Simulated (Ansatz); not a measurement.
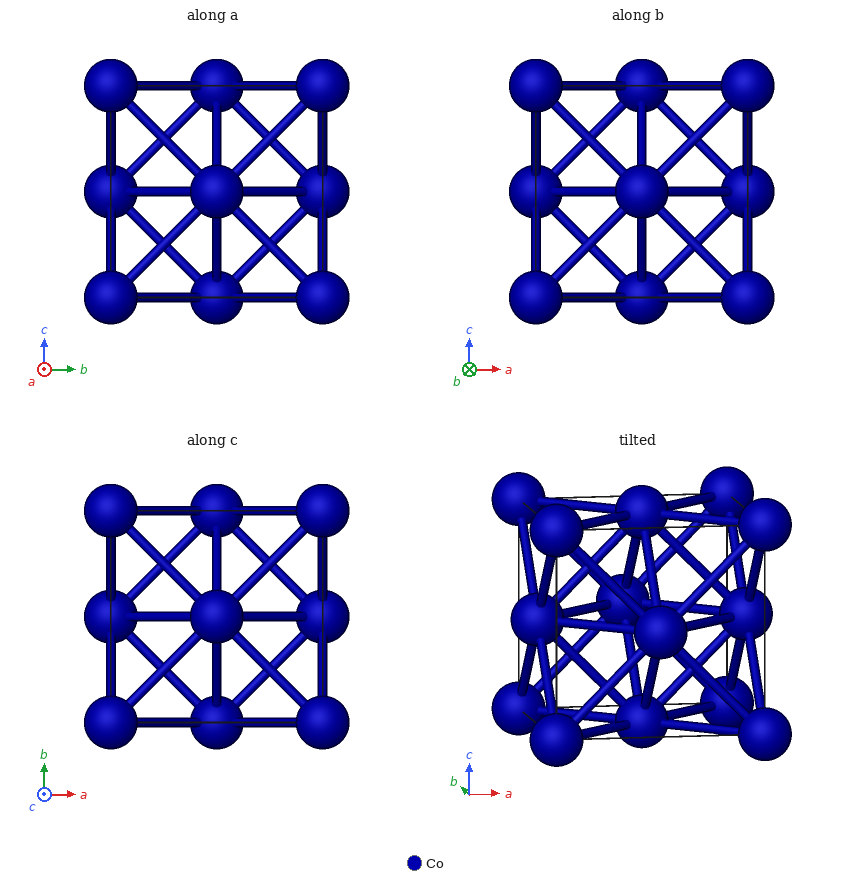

Structure drawing (ball-and-stick), viewed along the a axis, along the b axis, along the c axis and slightly off an axis. One conventional unit cell is outlined, and atoms on its boundary appear in each equivalent place.

Lattice parameters: a = 3.6577 Å, b = 3.6577 Å, c = 3.6577 Å, α = 90.000°, β = 90.000°, γ = 90.000°.

### Put the structure into a CIF with its space group and independent sites.

```cif
data_structure
_symmetry_space_group_name_H-M 'F m -3 m'
_symmetry_Int_Tables_number 225
_cell_length_a 3.6577
_cell_length_b 3.6577
_cell_length_c 3.6577
_cell_angle_alpha 90.000
_cell_angle_beta 90.000
_cell_angle_gamma 90.000
_cell_volume 48.94
loop_
_atom_site_label
_atom_site_type_symbol
_atom_site_symmetry_multiplicity
_atom_site_Wyckoff_symbol
_atom_site_fract_x
_atom_site_fract_y
_atom_site_fract_z
_atom_site_occupancy
Co1 Co 4 a 0.0000 0.0000 0.0000 1
```

The cell started as a structure type filled with this element by a generator (whether the element takes this form wasn't checked). Earlier steps of the study may have refined or changed the cell and positions. A calculation with Ansatz used it as input.

At this level of theory the cell isn't at rest (stretched, at -18 GPa), so its distances can differ from those at equilibrium, the more so the softer the solid.
